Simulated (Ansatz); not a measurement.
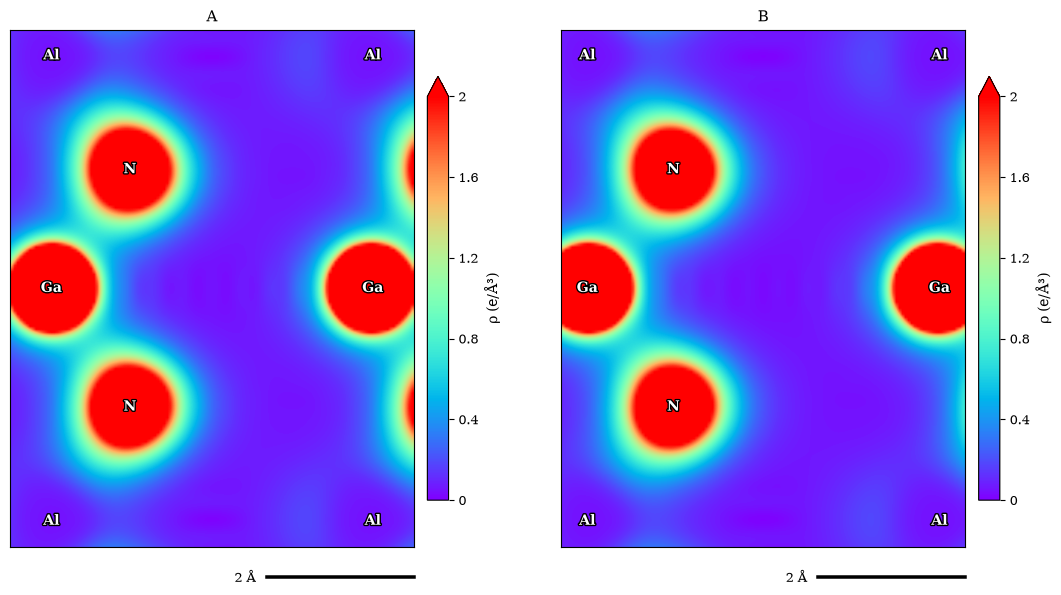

AlGa₃N₄. The valence pseudo-density of two cells that differ in size and shape, on the (011̄) plane of each (indices in the axes of the calculation cell), at one length scale and on one colour scale: B has 11.9 Å³ an atom and A 10.9.

Space group P-4; a point of a scan over the structure, not its minimum; a structure from a database of computed crystals, not necessarily the ambient phase; PAW files of the earlier set (soft_1).

These are results of Ansatz, DFT PBEsol, scalar-relativistic, plane waves, PAW, not measurements.

The larger cell:

```
Al Ga N
1.0
     4.78031    0.00000    0.00000
     0.00000    4.46758    0.00000
     0.00000    0.00000    4.46758
Al Ga N
1 3 4
Direct
  0.00000 0.00000 0.00000
  0.46313 0.50000 0.00000
  0.53687 0.00000 0.50000
  0.00000 0.50000 0.50000
  0.75505 0.74367 0.23358
  0.75505 0.25633 0.76642
  0.24495 0.76642 0.74367
  0.24495 0.23358 0.25633
```

The smaller cell: a = 4.363 Å, b = 4.468 Å, c = 4.468 Å, α = 90.00°, β = 90.00°, γ = 90.00°.

Q: What changes from the larger cell to the smaller?

A: From the larger cell to the smaller, Al–N goes from 1.94 to 1.88 Å, and the density at its midpoint from 0.64 to 0.7 e/Å³; the pressure goes from −11 to 4.4 GPa; the Kohn–Sham gap goes from 1.7 eV to 2.3 eV.
